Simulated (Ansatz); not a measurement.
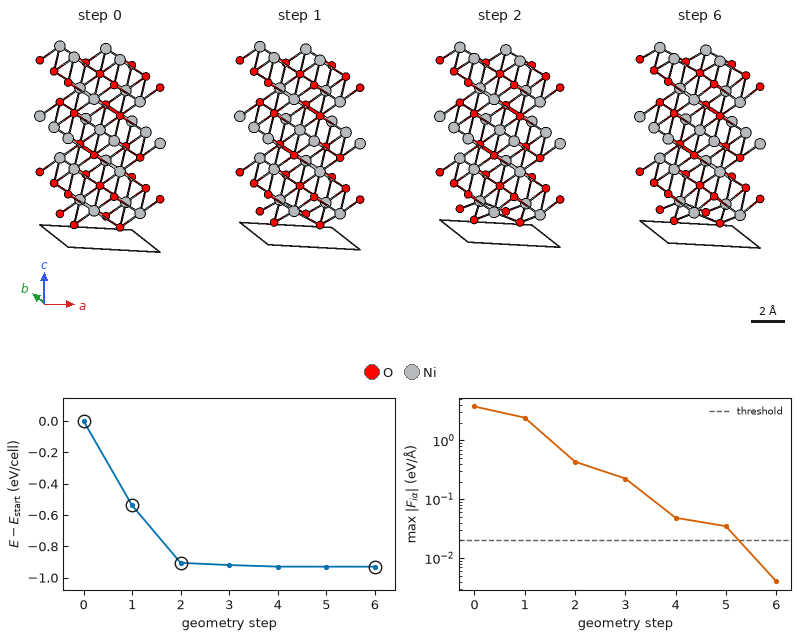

Frames of a relaxation of a slab of composition NiO (cut from the Fm-3m phase), marked on the history of the run. A ball-and-stick model of the 2 × 2 repeat of the cell, outlined in the plane, without the vacuum, seen slightly off an axis.

Case: (1 1 1) slab, atoms relaxed. The slab is the (1 1 1) face of NiO.

Computed with DFT PBEsol, scalar-relativistic, plane waves, PAW in Ansatz 0.2.0. Settings: plane-wave cutoff 420 eV; k-point mesh 12 × 12 × 1; occupations gaussian; smearing width 0.1 eV; collinear spin; dipole correction; atoms relaxed in a fixed cell; force threshold 0.02 eV/Å; at most 60 steps.

Q: What happens along the run?

A: Over 6 geometry steps the energy falls by 0.929 eV per cell of the calculation. Largest force component: 3.8 eV/Å at the start, 0.004 eV/Å at the end. An O atom moves most relative to the layer's centre: 0.26 Å along the normal (+c). By element the largest moves are O 0.26 Å, Ni 0.12 Å. The cell stays as it was. Some distances before and after: Ni–O 2.058 → 1.862 Å, Ni–O 2.058 → 1.970 Å, Ni–O 2.058 → 2.144 Å, Ni–O 2.058 → 2.115 Å. Bond angles that change, for instance: O–Ni–O 180.0° → 167.1°, O–Ni–O 90.0° → 102.8°, Ni–O–Ni 90.0° → 102.8°. The program noted that the starting moments weren't kept. The run may lie on a higher electronic state than the lowest, so the end point isn't shown to be the ground-state structure. Cost: 30 min on 1 thread of AMD EPYC 7R43 64-Core Processor (Zen 3) (shared host), peak memory 1.6 GiB. From step 0 to 1: an O atom moves most (0.15 Å), energy −0.538 eV per cell of the calculation. From step 1 to 2: an O atom moves most (0.16 Å), energy −0.366 eV per cell of the calculation. From step 2 to 6: an O atom moves most (0.06 Å), energy −24.4 meV per cell of the calculation.
